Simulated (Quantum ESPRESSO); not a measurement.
## KF (Carobbiite): from strain to phonon shift

Wanted: the shift of the optical mode of KF (Carobbiite) in a strained (001) layer.

Calculated with Quantum ESPRESSO 7.5; DFT LDA, scalar-relativistic, plane waves, PseudoDojo norm-conserving pseudopotentials.

## (1) The relaxed structure

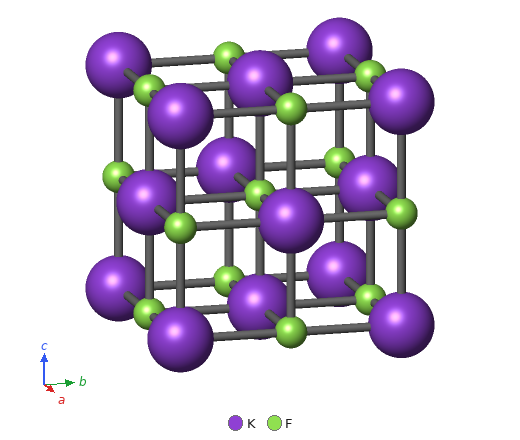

The cell as given, slightly off an axis (potassium purple, fluorine green). This picture shows the conventional cell, with its axes. Some periodic images of atoms are drawn too.

Coordinates:

```
CELL_PARAMETERS angstrom
-2.57913 0.00000 2.57913
0.00000 2.57913 2.57913
-2.57913 2.57913 0.00000
ATOMIC_POSITIONS crystal
K 0.00000 0.00000 0.00000
F 0.50000 0.50000 0.50000
```

This is the cell after its relaxation at this level of theory, not the database cell from which that began.

## (2) Uniaxial strain

The relaxed cell is stretched along z alone. This keeps all atoms on sites fixed by symmetry and splits the threefold mode into a singlet, polarised along z, and a doublet. The macroscopic field is left out, so these are transverse modes. Cutoff 92 Ry, k mesh 8×8×8.

From the response at ε_zz = 0.01:

What it wrote:

```text
[banners, grids, parts of the stress and lines that vanish by symmetry left out]
Program PHONON v.7.5
     Reading xml data from directory:

[...]
Exchange-correlation= PW
                           (   1   4   0   0   0   0   0)
[...]
kinetic-energy cut-off    =      92.0000  Ry
     charge density cut-off    =     368.0000  Ry
     convergence threshold     =      1.0E-18
[...]
Exchange-correlation= PW
                           (   1   4   0   0   0   0   0)
[...]
q = (   0.0000000   0.0000000   0.0000000 )
     17 Sym.Ops. (with q -> -q+G )
     G cutoff =  447.3071  (  27847 G-vectors)     FFT grid: ( 45, 45, 45)
     number of k points=    59
[...]
Mode symmetry, D_4h(4/mmm) point group:
[...]
Representation #   1 mode #   1
[...]
End of self-consistent calculation
     Convergence has been achieved
     Representation #   2 mode #   2
[...]
End of self-consistent calculation
     Convergence has been achieved
     Representation #   3 modes #   3   4
[...]
End of self-consistent calculation
     Convergence has been achieved
     Representation #   4 modes #   5   6
[...]
End of self-consistent calculation
     Convergence has been achieved
[...]
q = (    0.000000000   0.000000000   0.000000000 )
[...]
freq (    1) =      -0.052229 [THz] =      -1.742180 [cm-1]
     freq (    2) =      -0.051293 [THz] =      -1.710936 [cm-1]
     freq (    3) =      -0.051293 [THz] =      -1.710936 [cm-1]
     freq (    4) =       5.802234 [THz] =     193.541692 [cm-1]
     freq (    5) =       6.352767 [THz] =     211.905503 [cm-1]
     freq (    6) =       6.352767 [THz] =     211.905503 [cm-1]
[...]
Mode symmetry, D_4h(4/mmm) point group:
     freq (   1-   1) =         -1.7  [cm-1]   --> A_2u X_4' M_4'  I
     freq (   2-   3) =         -1.7  [cm-1]   --> E_u  X_5' M_5'  I
     freq (   4-   4) =        193.5  [cm-1]   --> A_2u X_4' M_4'  I
     freq (   5-   6) =        211.9  [cm-1]   --> E_u  X_5' M_5'  I

   JOB DONE.
```

```
  ε_zz  singlet (cm⁻¹)  doublet (cm⁻¹)  σ_zz (GPa)  σ_xx (GPa)
 -0.01          228.92          209.76      -1.032      -0.172
-0.005          219.87          210.39      -0.495      -0.082
     0          210.96          210.96       0.007       0.007
 0.005          202.18          211.45       0.474       0.093
  0.01          193.54          211.91       0.909       0.177
```

Stress is counted positive in tension.

## (3) The fit

To first order ω² − ω₀² = p ε_zz + q (ε_xx + ε_yy) for the mode along z, and likewise for x and y. With ε_zz alone the singlet gives p and the doublet q.

The linear terms of parabolas through ω² are p = -16.79 ω₀² and q = 1.02 ω₀², with ω₀ = 211.0 cm⁻¹. Those of the stresses are C11 = 97 GPa and C12 = 17 GPa. Under hydrostatic strain p and q imply γ = −(p + 2q)/(6 ω₀²) = 2.46.

A layer held to an in-plane strain ε and free along z takes ε_zz = −2 (C12/C11) ε = -0.360 ε. To first order the singlet then shifts by (q − p C12/C11) ε / ω₀ = 852 ε cm⁻¹. For ε = 0.004, ε_zz = -0.00144, the formulas for ω² predict 214.34 cm⁻¹ for the singlet and 204.04 cm⁻¹ for the doublet.

## (4) A biaxially strained cell

This run was no part of the fit.

What it wrote:

```text
[banners, grids, parts of the stress and lines that vanish by symmetry left out]
[banner, memory and clock lines left out]
Program PHONON v.7.5

[...]
Exchange-correlation= PW
                           (   1   4   0   0   0   0   0)
[...]
kinetic-energy cut-off    =      92.0000  Ry
     charge density cut-off    =     368.0000  Ry
     convergence threshold     =      1.0E-18
[...]
Exchange-correlation= PW
                           (   1   4   0   0   0   0   0)
[...]
q = (   0.0000000   0.0000000   0.0000000 )
     17 Sym.Ops. (with q -> -q+G )
     G cutoff =  443.9941  (  27765 G-vectors)     FFT grid: ( 45, 45, 45)
     number of k points=    59
[...]
Mode symmetry, D_4h(4/mmm) point group:
[...]
Representation #   1 mode #   1
[...]
End of self-consistent calculation
     Convergence has been achieved
     Representation #   2 mode #   2
[...]
End of self-consistent calculation
     Convergence has been achieved
     Representation #   3 modes #   3   4
[...]
End of self-consistent calculation
     Convergence has been achieved
     Representation #   4 modes #   5   6
[...]
End of self-consistent calculation
     Convergence has been achieved
[...]
q = (    0.000000000   0.000000000   0.000000000 )
[...]
freq (    1) =      -0.075374 [THz] =      -2.514196 [cm-1]
     freq (    2) =      -0.075374 [THz] =      -2.514196 [cm-1]
     freq (    3) =      -0.075320 [THz] =      -2.512411 [cm-1]
     freq (    4) =       6.121164 [THz] =     204.180052 [cm-1]
     freq (    5) =       6.121164 [THz] =     204.180052 [cm-1]
     freq (    6) =       6.424440 [THz] =     214.296250 [cm-1]
[...]
Mode symmetry, D_4h(4/mmm) point group:
     freq (   1-   1) =         -2.5  [cm-1]   --> A_2u X_4' M_4'  I
     freq (   2-   3) =         -2.5  [cm-1]   --> E_u  X_5' M_5'  I
     freq (   4-   5) =        204.2  [cm-1]   --> E_u  X_5' M_5'  I
     freq (   6-   6) =        214.3  [cm-1]   --> A_2u X_4' M_4'  I
```

```
   mode  predicted (cm⁻¹)  run (cm⁻¹)
singlet            214.34      214.30
doublet            204.04      204.18
```

The stress along z is 0.006 GPa and that in the plane 0.426 GPa; the unstrained cell carries 0.007 GPa.

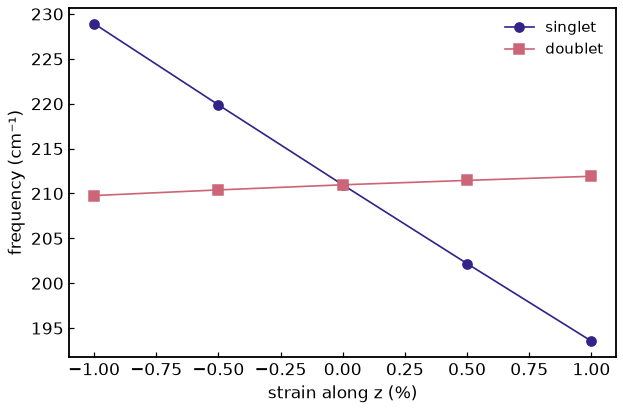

The two components under uniaxial strain.

## (5) What came out

* p (in units of the squared frequency): -16.79
* q (same units): 1.016
* shift of the singlet per unit of biaxial strain: 852 cm⁻¹
* C11 and C12: 97 and 17 GPa

What this shows: To first order, one per cent of tensile biaxial strain moves the singlet of KF (Carobbiite) by 8.5 cm⁻¹ and the doublet by -17.0 cm⁻¹; the formulas miss the test run by up to 0.14 cm⁻¹. In the rock-salt structure this mode is infrared active and has no first-order Raman line. The third potential, r, needs shear strain, which was not run. These are harmonic values at zero temperature.

[Host names and launcher messages were left out of these logs when they were recorded.]

[Logs are printed without paths, hosts, clocks, repeated set-up lines and the standing remarks that a program may print on its own settings, such as how far it seeks lower states.]

[Hosts, paths, dates, database ids (printed as entryN), source tags and the programs' standing remarks are cut or masked in the printed files.]
